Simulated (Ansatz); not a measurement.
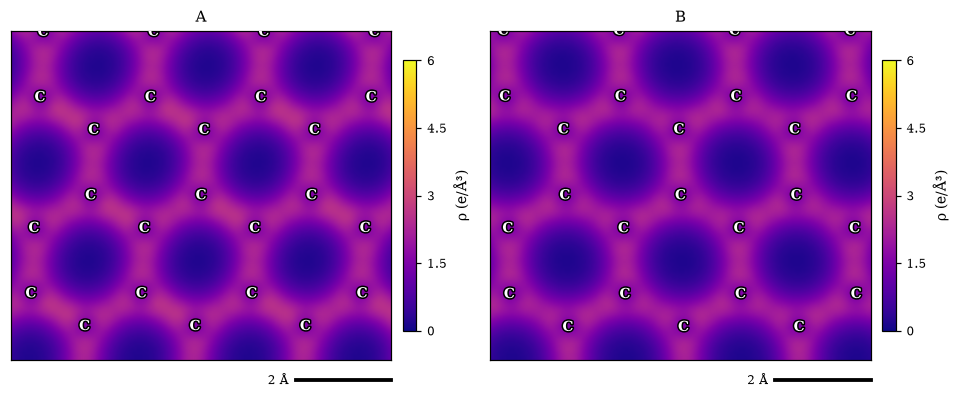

C. The valence charge density (pseudo) of two cells that differ in size and shape, on the (001) plane of each (indices in the axes of the calculation cell), at one length scale and on one colour scale: B has 10.9 Å³ an atom and A 9.6.

A point of a scan over the structure, not its minimum; a structure from a database of computed crystals, not necessarily the ambient phase; PAW files of the earlier set (soft_1).

These are results of DFT PBE, scalar-relativistic, plane waves, PAW (Ansatz 0.2.0), not measurements.

Core electrons are frozen (PAW), and the valence fields are smoothed inside the atomic spheres.

The larger cell:

```
C
1.0
     1.18954   -2.11617    0.00000
     1.18954    2.11617    0.00000
     0.00000    0.00000    8.62599
C
4
Direct
  0.08333 0.91667 0.75030
  0.58333 0.41667 0.24970
  0.91667 0.08333 0.24970
  0.41667 0.58333 0.75030
```

The smaller cell: a = 2.318 Å, b = 2.318 Å, c = 8.070 Å, α = 90.00°, β = 90.00°, γ = 117.31°.

What does the compression do to the bonding and the properties?

Answer. From the larger cell to the smaller, C–C goes from 1.41 to 1.32 Å, and the density at its midpoint from 2.1 to 2.5 e/Å³; the pressure goes from 16 to 42 GPa.
